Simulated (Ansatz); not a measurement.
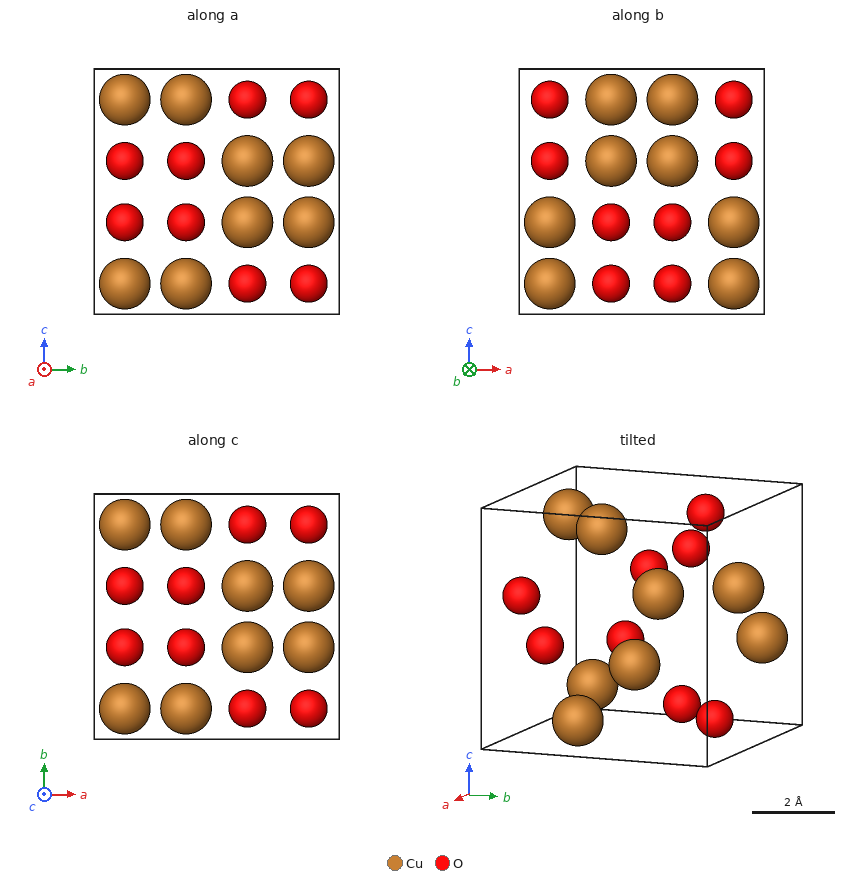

An orthographic spheres-only view of the structure, along the a axis, along the b axis, along the c axis and slightly off an axis. The conventional unit cell is outlined; an atom on or near a face, edge or corner is repeated at each equivalent position.

Lattice parameters: a = 6.017 Å, b = 6.017 Å, c = 6.017 Å, α = 90.00°, β = 90.00°, γ = 90.00°.

### Write the structure as a table of Wyckoff sites.

Space group I4_132 (No. 214).
```csv
atom,site,x,y,z
Cu,8a,0.1250,0.1250,0.1250
O,8b,0.3750,0.3750,0.3750
```

Source of the structure: a random cell made by a generator, so it need not be a real form of the compound. The picture shows the end point of a geometry optimisation with DFT PBE, scalar-relativistic, plane waves, PAW in Ansatz 0.2.0.
